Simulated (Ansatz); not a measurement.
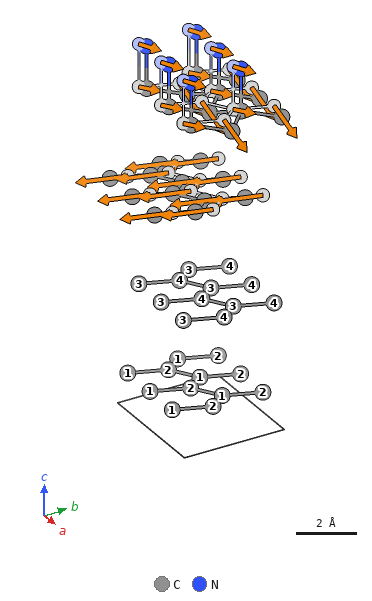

A constrained relaxation of a slab of composition C8N (cut from the Fmmm phase). The starting structure is drawn faded, the final one solid; orange arrows show the displacements, 3 times their true length.

A ball-and-stick model of the 3 × 2 repeat of the cell, outlined in the plane, without the vacuum, seen slightly off an axis.

Case: N put at a top C site. The slab is the (0 0 1) face of C with N on it. 4 atoms are held fixed.

These are results of Ansatz 0.2.0, DFT PBE+D3(BJ), scalar-relativistic, plane waves, PAW, not measurements. Set-up: plane-wave cutoff 420 eV; k-point mesh 12 × 12 × 1; occupations gaussian; smearing width 0.1 eV; no spin polarisation; dipole correction; atoms relaxed in a fixed cell; force threshold 0.03 eV/Å; at most 70 steps.

Describe the change and its energy.

Answer. The largest moves, 0.62 Å, are those of C atoms. Largest moves by element: C 0.62 Å, N 0.29 Å. The lattice vectors keep their values. Near-neighbour distances that change, for instance: C–C 1.423 → 1.460 Å, C–N 1.480 → 1.453 Å. Bond angles that change, for instance: C–C–N 90.0° → 102.8°, C–C–C 120.0° → 115.2°. Over 9 accepted moves (11 points after the start) the energy falls by 0.508 eV per cell of the calculation. The largest force component goes from 2.8 to 0.016 eV/Å. 2 steps only repeated the SCF at the same geometry.

Limits of the set-up: the cell has an odd number of electrons but was run without spin polarisation; the periodic images lie only 2.5 Å apart, so the values are limited by the cell's size.
